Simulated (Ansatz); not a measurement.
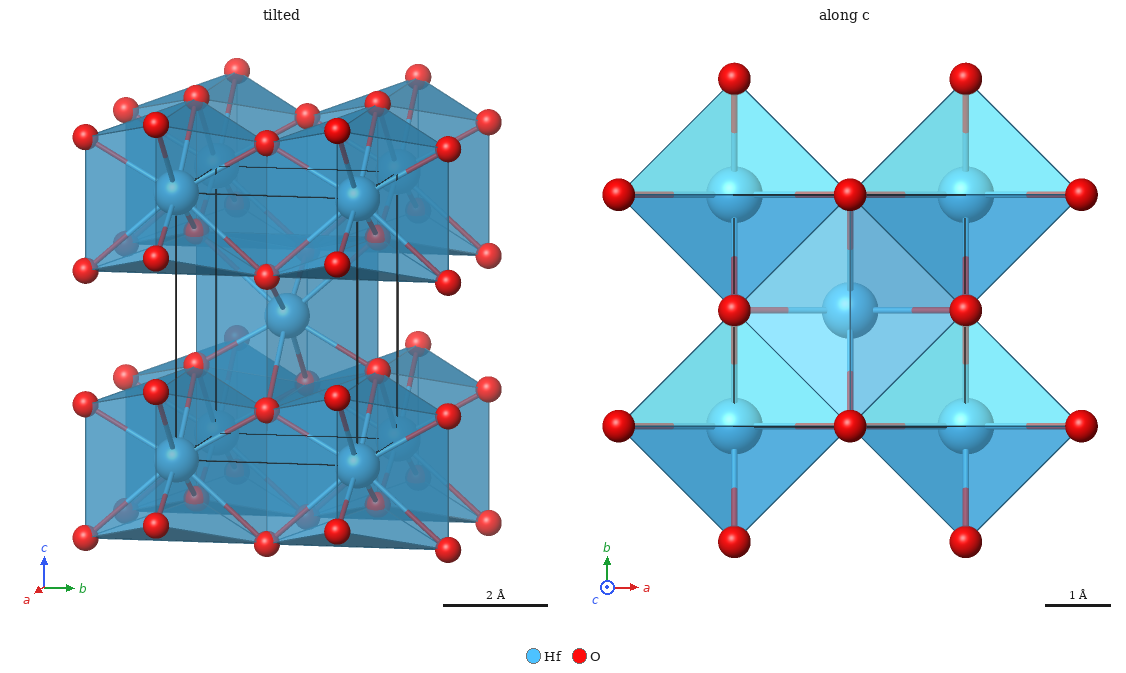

Polyhedral representation of a periodic structure, projected slightly off an axis and along the c axis. The frame is the conventional unit cell; atoms at its boundary are shown with their periodic copies. A few atoms beyond the faces are included. Cell: a = 3.58 Å, b = 3.58 Å, c = 5.20 Å, α = 90.00°, β = 90.00°, γ = 90.00°.

Provenance: a structure listed in the Materials Project. Earlier steps of the study may have refined or changed the cell and positions. A calculation with Ansatz used it as input.

What is this?

The material is HfO2. It is primitive tetragonal, space group P4_2/nmc (No. 137). Content of the cell: 2 Hf, 4 O (Z = 2). The polyhedra are HfO8 cubes; they share edges. Hf is linked to eight O in a distorted cubic arrangement at about 2.1 to 2.4 Å. About every O there are four Hf in a distorted tetrahedral arrangement at about 2.1 to 2.4 Å. Not all metal-metal contacts are counted. The bonds build a three-dimensional framework.

Method used: DFT r2SCAN, scalar-relativistic, plane waves, PAW in Ansatz. It ran with a basis cut at 500 eV, k-points on a 6×6×6 grid, Gaussian smearing of 0.02 eV, no spin polarisation.

Predict the gap.

An insulator at this level, with a gap of 5.26 eV, indirect.

How are the electrons shared out in a Bader analysis?

Hf +2.75 e; O -1.37 e.

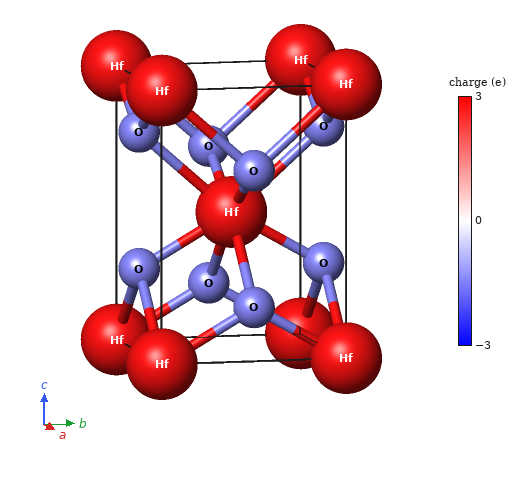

The atoms coloured by those charges. The run's cell of 6 atoms is drawn.

Does this geometry sit at a stationary point of the energy?

Yes. All forces vanish to within 0.01 eV/Å. The pressure is 0.0 GPa, close to zero.
